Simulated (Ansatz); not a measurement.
System: GeS.

The calculation's input:

```
crystal:
  lattice:
    - [10.44, 0.0, 0.0]
    - [0.0, 3.65, 0.0]
    - [0.0, 0.0, 4.3]
  atoms:
    - { symbol: Ge, position: [0.121, 0.25, 0.106] }
    - { symbol: Ge, position: [0.879, 0.75, 0.894] }
    - { symbol: Ge, position: [0.379, 0.75, 0.606] }
    - { symbol: Ge, position: [0.621, 0.25, 0.394] }
    - { symbol: S, position: [0.852, 0.25, 0.503] }
    - { symbol: S, position: [0.148, 0.75, 0.497] }
    - { symbol: S, position: [0.648, 0.75, 0.003] }
    - { symbol: S, position: [0.352, 0.25, 0.997] }
basis:
  ecutwfc: 500
kpoints:
  mp_grid: { grid: [4, 8, 6] }
hamiltonian:
  xc: r2scan
scf:
  occupations: { method: gaussian, width: 0.02 }
output:
  forces: true
  stress: true
  eigenvalues: true
  write_density: true
  write_potential: true
  elf: true
  volumetric_format: npy
relax:
  adjacent_minimum: "off"
  f_tol: 0.005
  max_steps: 80
  cell: { stress_tol: 0.05 }
```

Launched as:

```sh
ansatz run input.yaml --threads 2 --pin off --max-ram 5120MiB --backend cpu --events-out ev --progress --plain --runs-dir out
```

Below, planes, directions and counts refer to the conventional cell (a = 10.83 Å, b = 3.59 Å, c = 4.55 Å, α = 90.00°, β = 90.00°, γ = 90.00°).

The fields are those of the run's last geometry, not of the input's.

Space group Pnma.

Theory: Ansatz, DFT r2SCAN, scalar-relativistic, plane waves, PAW.

Q: Predict the electron localisation function between the atoms.

A: Ge–S (2.44 Å): the ELF peaks at about 0.90 in the valence shell of S, 0.9 Å from its nucleus, and is about 0.70 at the midpoint.

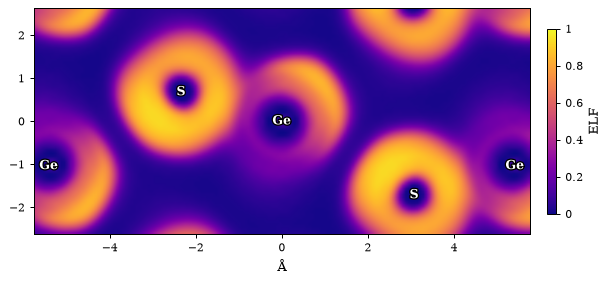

Computed electron localisation function on the (010) plane of the conventional cell. 
